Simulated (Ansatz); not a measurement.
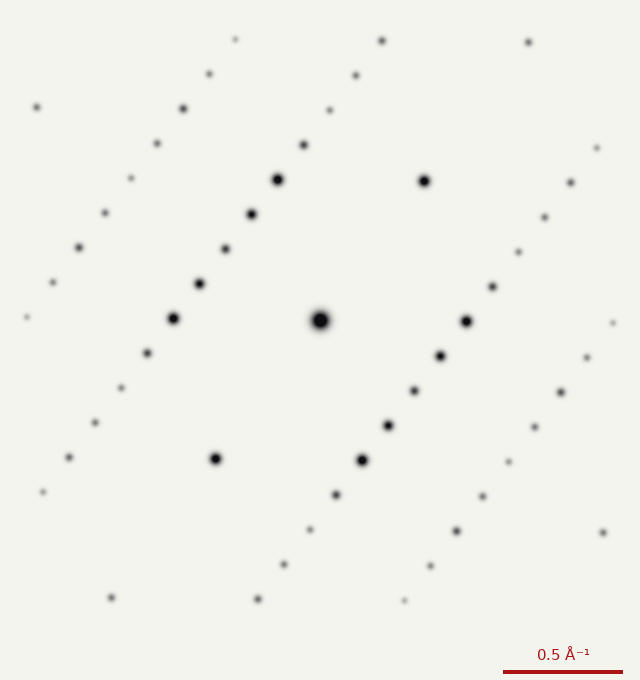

The pattern is a kinematic simulation for 300 kV electrons (no multiple scattering; isotropic B = 0.5 Å²).

It belongs to B, space group P6_3/mmc (No. 194), a = 2.318 Å, c = 5.460 Å (hexagonal axes). Structure: the end point of a relaxation with DFT PBEsol, scalar-relativistic, plane waves, PAW in Ansatz; the starting structure was generated, so it need not be a known form of this composition.

| atom | site | symmetry | x | y | z |
| --- | --- | --- | --- | --- | --- |
| B | 2a | -3m. | 0.0000 | 0.0000 | 0.0000 |
| B | 2d | -6m2 | 0.3333 | 0.6667 | 0.7500 |

Measure the pattern against the scale bar and name the zone.

Answer. The spots form a rectangular net whose two shortest vectors correspond to d = 5.46 Å and 2.01 Å, 90.0° apart. They index as 0 0 1 (itself extinct) and 0 1 0, so the zone axis is ±[100] (or an equivalent direction of <100>).

List the strongest reflections.

Answer. Strongest reflections with d > 0.80 Å, one of each family (|F|² from tabulated Gaussian fits of the electron scattering factors, times a small damping for the curvature of the Ewald sphere):

```tsv
hkl	d (Å)	I (strongest = 100)
0 1 2	1.618	100
0 0 4	1.365	97
0 1 1	1.884	54
0 1 0	2.008	22
0 1 3	1.349	17
0 2 2	0.942	13
```
